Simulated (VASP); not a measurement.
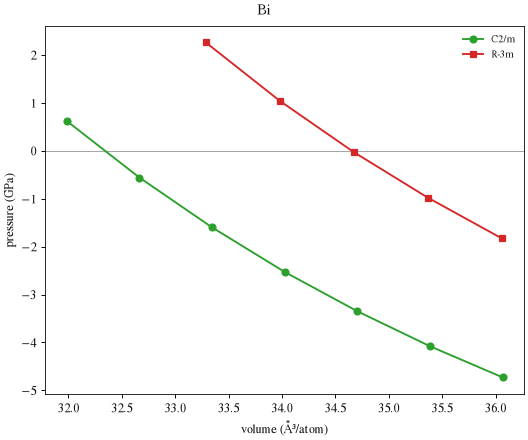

Plotted: pressure against volume, with one curve for each structure, for Bi.

Calculation (VASP 6.6.1): plane-wave DFT, no spin polarisation; energies at scaled volumes of the given cell, shape and fractions fixed, counted from the fit's minimum, third-order Birch-Murnaghan fit. Level: PBEsol.

- potentials: VASP PAW PBE potentials, recommended
- wave cutoff: 520 eV

Settings that differ: C2/m: k mesh 6×6×9, occupations Fermi–Dirac, smearing width 0.05 eV; R-3m: k mesh 6×6×6, occupations Gaussian, smearing width 0.02 eV.

> Order the curves by fitted equilibrium volume, smallest first.

C2/m 32.385, R-3m 34.714 Å³/atom.

> Order the curves by fitted bulk modulus, smallest first.

R-3m 50.4, C2/m 55.5 GPa.

Keep in mind: spin-orbit coupling left out, heavy elements; shape and atomic fractions are frozen while scaling, which makes layered, chain and framework solids too stiff.
